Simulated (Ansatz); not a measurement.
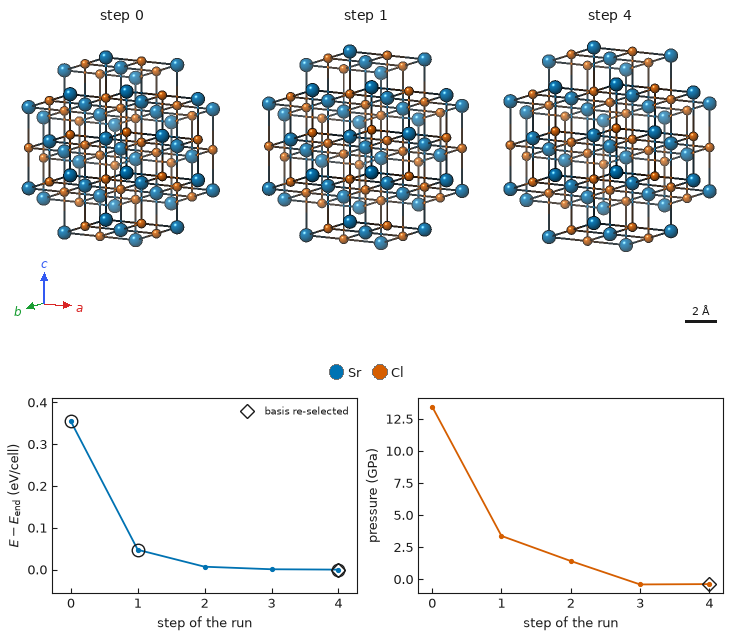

Frames of a relaxation of solid SrCl (a generated structure, set up in Fm-3m) (coarse preliminary run), marked on the history of the run. Style: ball-and-stick. Shown: the conventional cell (4 times the calculation's cell), from a free direction. Lengths and directions refer to the drawn axes.

Case: S → Cl, Y → Sr on all its sites, cell and atoms relaxed.

These are results of DFT PBEsol, scalar-relativistic, plane waves, PAW in Ansatz 0.2.0, not measurements.

Input
```yaml
crystal:
  lattice:
    - [0.0, 2.7428336831, 2.7428336831]
    - [2.7428336831, 0.0, 2.7428336831]
    - [2.7428336831, 2.7428336831, 0.0]
  atoms:
    - { symbol: Sr, position: [0.5, 0.5, 0.5] }
    - { symbol: Cl, position: [0.0, 0.0, 0.0] }
basis:
  ecutwfc: 420
kpoints:
  mp_grid: { grid: [6, 6, 6] }
hamiltonian:
  xc: pbesol
scf:
  occupations: { method: gaussian, width: 0.1 }
output:
  forces: true
  stress: true
  eigenvalues: true
relax:
  adjacent_minimum: "off"
  f_tol: 0.05
  max_steps: 60
  cell: { stress_tol: 0.5 }
```

Launched with:
```bash
ansatz run input.yaml --threads 1 --pin off --max-ram 2560MiB --backend cpu --events-out ev --progress --plain --runs-dir out
```

Describe the path.

Over 3 accepted moves (4 points after the start) the energy falls by 0.355 eV per cell of the calculation. All forces vanish by symmetry, so only the cell relaxes. The pressure goes from 13.45 to −0.38 GPa. The SCF was repeated once at an unchanged geometry on a basis and grid sized afresh for the cell, which shifted the energy by 0.9 meV per cell of the calculation at most. The atoms keep their places relative to the cell (all moves are under 0.005 Å). The volume changes by +26.6 %, with a = b = c 5.486 → 5.934 Å (+8.2 %). Near-neighbour distances that change, for instance: Sr1–Cl2 2.743 → 2.967 Å. The space group stays Fm-3m (No. 225). From step 0 to 1: volume +15.3 %, energy −0.307 eV per cell of the calculation. From step 1 to 4: volume +9.7 %, energy −47.5 meV per cell of the calculation.
